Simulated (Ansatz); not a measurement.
Consider this structure.

```
CELL_PARAMETERS angstrom
3.79657 0.00000 0.00000
0.00000 3.79657 0.00000
0.00000 0.00000 9.66223
ATOMIC_POSITIONS crystal
Ti 0.00000 0.00000 0.00000
Ti 0.00000 0.50000 0.25000
O 0.00000 0.50000 0.45612
O 0.00000 0.00000 0.20612
O 0.00000 0.50000 0.04388
O 0.50000 0.50000 0.29388
Ti 0.50000 0.50000 0.50000
Ti 0.50000 0.00000 0.75000
O 0.50000 0.00000 0.95612
O 0.50000 0.50000 0.70612
O 0.50000 0.00000 0.54388
O 0.00000 0.00000 0.79388
```

Question: Summarise the structure in words.

Answer: The solid is TiO2. Space group: I4_1/amd (No. 141). Lattice: body-centred tetragonal. Type of structure: anatase. The cell comprises 4 formula units: 4 Ti, 8 O. Ti bonds to six O at 1.95 to 1.99 Å. O is linked to three Ti at 1.95 to 1.99 Å. Not all metal-metal contacts are counted. The bonds build a three-dimensional framework.

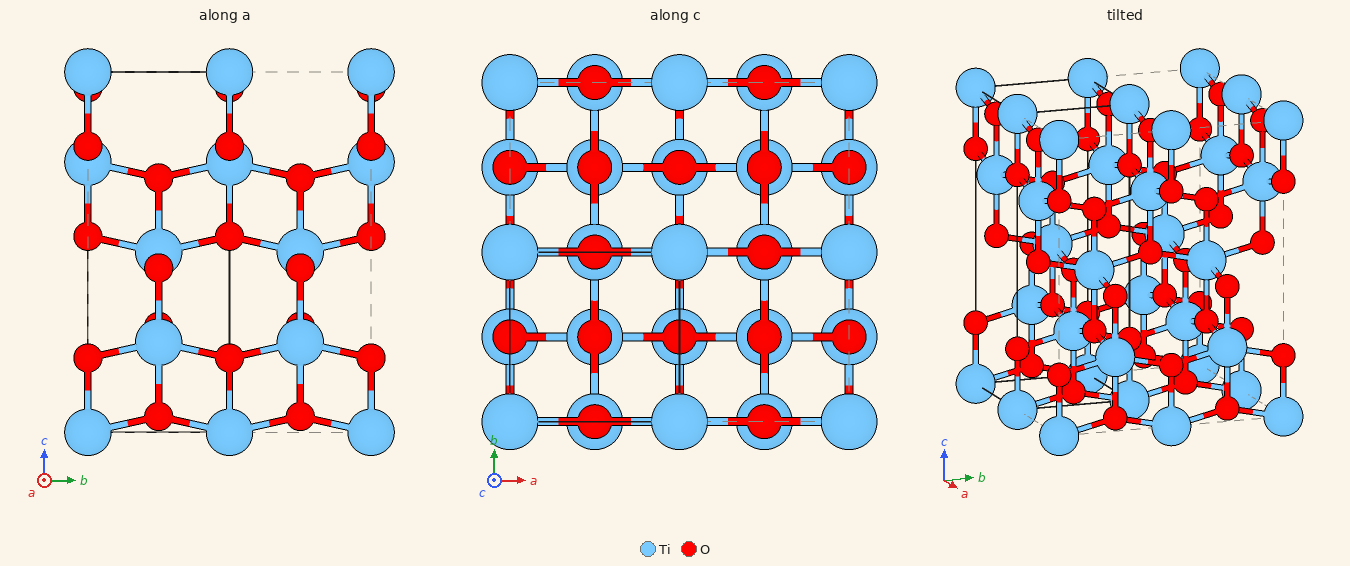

Ball-and-stick drawing of the structure, looking along the a axis, along the c axis and slightly off an axis. One conventional unit cell is drawn solid; the view covers 2×2×1 cells. Colours: titanium blue, oxygen red.

Its origin is a structure listed in the Materials Project. Earlier steps of the study, as a rule a relaxation of our own, may have changed the cell and positions, so they can lie some per cent off the listed ones. It was run through Ansatz as a DFT input.
